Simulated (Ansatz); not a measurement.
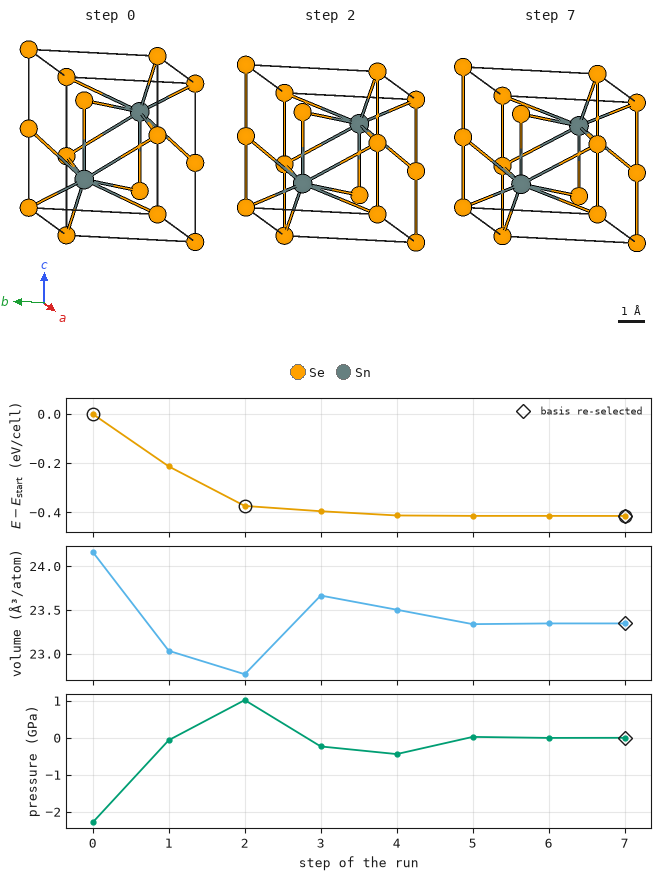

Frames of a relaxation of crystalline SnSe$_{2}$ (a generated structure, set up in P6_3/mmc), marked on the history of the run. The picture is a ball-and-stick view of the cell of the calculation, seen from a free direction.

The start is a swapped structure.

All numbers below come from DFT, PAW plane waves, r2SCAN in Ansatz.

The input:
```yaml
crystal:
  lattice:
    - [5.15082, 0.0, 0.0]
    - [-2.57541, 4.460745, 0.0]
    - [0.0, 0.0, 6.309837]
  atoms:
    - { symbol: Se, position: [0.3333, 0.6667, 0.75] }
    - { symbol: Se, position: [0.6666, 0.3333, 0.25] }
    - { symbol: Sn, position: [0.3333, 0.6667, 0.25] }
    - { symbol: Sn, position: [0.6666, 0.3333, 0.75] }
    - { symbol: Se, position: [0.0, 0.0, 0.0] }
    - { symbol: Se, position: [0.0, 0.0, 0.5] }
  symmetry: { tolerance: 0.0003 }
kpoints:
  mp_grid: { grid: [8, 8, 6], shift: [0, 0, 0] }
magnetization:
  spin_polarized: false
scf:
  occupations: { method: fermi_dirac }
  lower_state_search: "off"
hamiltonian:
  pseudopotentials: { kind: paw }
  xc: r2scan
basis:
  ecutwfc: 500
  fft_grid_basis: typed
relax:
  max_steps: 60
  cell: { p_target: 0.0 }
  f_tol: 0.03
output:
  forces: true
  stress: true
  eigenvalues: true
  bader: true
  populations: true
  elf: true
  write_potential: true
  volumetric_format: npy
  dos:
    e_range: [-12, 8]
    de: 0.05
    projected: { site_lists: { Se: [Se], Sn: [Sn] } }
checkpoint:
  read: saved_state
```

Run as
```bash
ansatz run input.yaml --threads 2 --pin off --max-ram 2560MiB --backend cpu --events-out ev --progress --plain --runs-dir out
```

Describe the path.

Answer. Over 6 accepted moves (7 points after the start) the energy falls by 0.414 eV per cell of the calculation. All forces vanish by symmetry, so only the cell relaxes. Pressure: −2.28 GPa at the start and 0.00 GPa at the end. The SCF was repeated once at an unchanged geometry on a basis and grid sized afresh for the cell, which shifted the energy by 0.2 meV per cell of the calculation at most. The atoms keep their places relative to the cell (all moves are under 0.005 Å). Cell: a = b 5.151 → 5.375 Å (+4.4 %), c 6.310 → 5.599 Å (−11.3 %). Volume −3.4 %. Among the contacts that change: Se1–Sn3 3.155 → 2.799 Å, Se5–Se6 3.155 → 2.799 Å, Se1–Sn4 2.974 → 3.103 Å, Sn3–Se5 3.366 → 3.404 Å. The space group stays P6_3/mmc (No. 194). From step 0 to 2: volume −5.8 %, energy −0.374 eV per cell of the calculation. From step 2 to 7: volume +2.5 %, energy −40.7 meV per cell of the calculation.

```csv
step,"E − E(0), meV/atom","pressure, GPa","volume, Å³/atom",note
0,0.00,-2.28,24.163,
1,-35.48,-0.06,23.035,
2,-62.26,1.02,22.767,
3,-65.84,-0.23,23.666,
4,-68.71,-0.44,23.504,
5,-69.00,0.03,23.339,
6,-69.00,0.00,23.347,
7,-69.04,0.00,23.347,"same geometry, new basis"
```
